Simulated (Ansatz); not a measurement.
System: HO, space group Fm-3m (No. 225) (one of a set of cubic test structures, which need not be the stable phase).

Computed with Ansatz 0.2.0 development build: equation of state of a cubic crystal from periodic Kohn-Sham density functional theory without spin, third-order Birch-Murnaghan fit to the free energies; pressure corrected for the finite basis. Level: r2SCAN.

| setting | value |
| --- | --- |
| structure type | rock salt |
| atoms in cell | 2 |
| space group number | 225 |
| lattice centring | face-centred primitive |
| k mesh | 17×17×17 |
| occupation method | Fermi–Dirac |
| occupation width | 0.1 eV |
| wave cutoff | 500 eV |
| datasets | soft-1 PAW |
| density tolerance | 1e−07 eV |
| bands | 8 |
| density cutoff ratio | 4 |
| search for lower states | default |

Describe the result: the energy above the lowest point and pressure against volume. The volume takes the values 4.6117, 4.7620, 4.9124, 5.0628, 5.2132 Å³/atom.

A third-order Birch–Murnaghan fit gives V0 = 4.91 Å³/atom, B0 = 178 GPa and B′ = 4.0. The energy above the lowest point is 11.1 meV/atom at volume 4.6117 Å³/atom and 9.5 meV/atom at 5.2132 Å³/atom; the lowest computed point is at volume 4.9124 Å³/atom (0.0 meV/atom), and no other minimum shows among the points. The pressure falls from 12.6 GPa at volume 4.6117 Å³/atom to −9.5 GPa at 5.2132 Å³/atom, and changes sign near 4.91 Å³/atom.

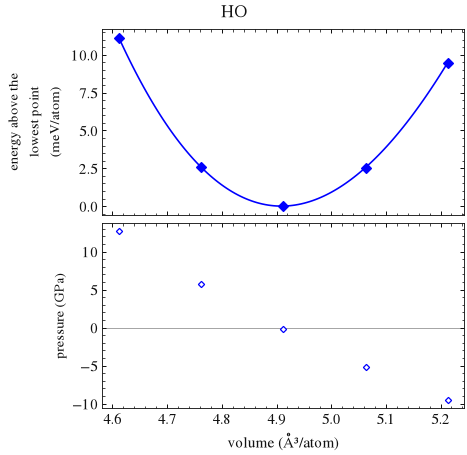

Keep in mind: cubic model structure, not the ambient form.
